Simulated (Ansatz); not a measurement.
SnO$_{3}$

```yaml
crystal:
  lattice:
    - [3.54930, 0.00000, 0.00000]
    - [0.00000, 3.87649, 0.00000]
    - [0.00000, 0.00000, 4.03737]
  atoms:
    - { symbol: Sn, position: [0.00000, 0.50000, 0.50000] }
    - { symbol: O, position: [0.50000, 0.50000, 0.81995] }
    - { symbol: O, position: [0.50000, 0.50000, 0.18005] }
    - { symbol: O, position: [0.00000, 0.00000, 0.50000] }
```

Space group Pmmm; a generated structure, not necessarily the stable one.

Theory: Ansatz, DFT PBE, scalar-relativistic, plane waves, PAW.

In a PAW calculation such maps are meaningful between the atoms, not at the nuclei.

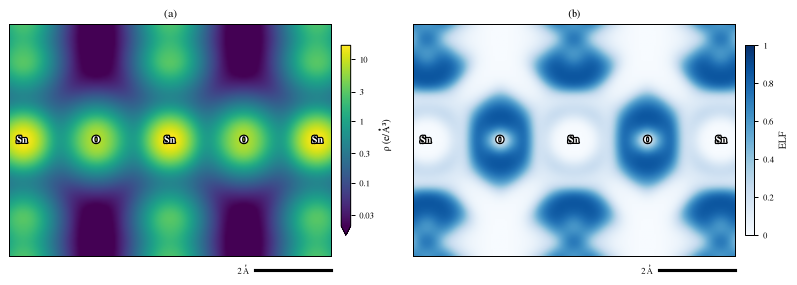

Figure 1. (a) valence charge density (pseudo); (b) electron localisation function on the (101̄) plane of the conventional cell.

Question: What does the map show?

Answer: Atoms in the plane: Sn and O. Atoms just off the plane (O, 0.5 Å away) can leave unmarked features too. Sn–O (1.94 Å): the density is about 0.85 e/Å³ at the midpoint; the ELF peaks at about 0.75 in the valence shell of O, 0.6 Å from its nucleus, and is about 0.25 at the midpoint: no shared electron pair shows on this line. Between the atoms the lowest density in this plane is 0.007 e/Å³. The ELF also peaks beside O, away from the bonds: lone-pair regions.

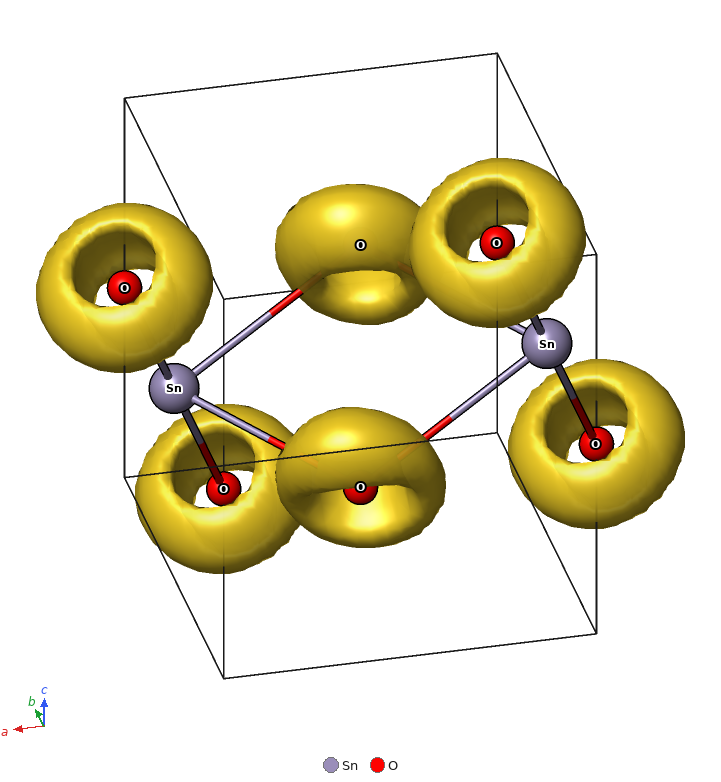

Figure 2. Isosurface of the ELF at 0.8 (yellow), seen at an oblique angle. Core shells and regions of very low density are left out. Sticks mark near contacts.

Question: What do the ELF domains correspond to?

Answer: The ELF exceeds this value in three regions wrapped around O (the valence shell of each), counted in one cell of 4 atoms. Regions shared between cells count once. Along the contacts the grid gives the following. O–O (1.45 Å): the ELF peaks at about 0.70 between the atoms.

Question: Metal or insulator at this level of theory?

Answer: It is gapless in this calculation (a metal or semimetal).

Question: How much charge does the calculation move between the atoms?

Answer: Electrons move from Sn towards O. Bader charges: Sn +2.45 and O −1.17 to −0.64 e.
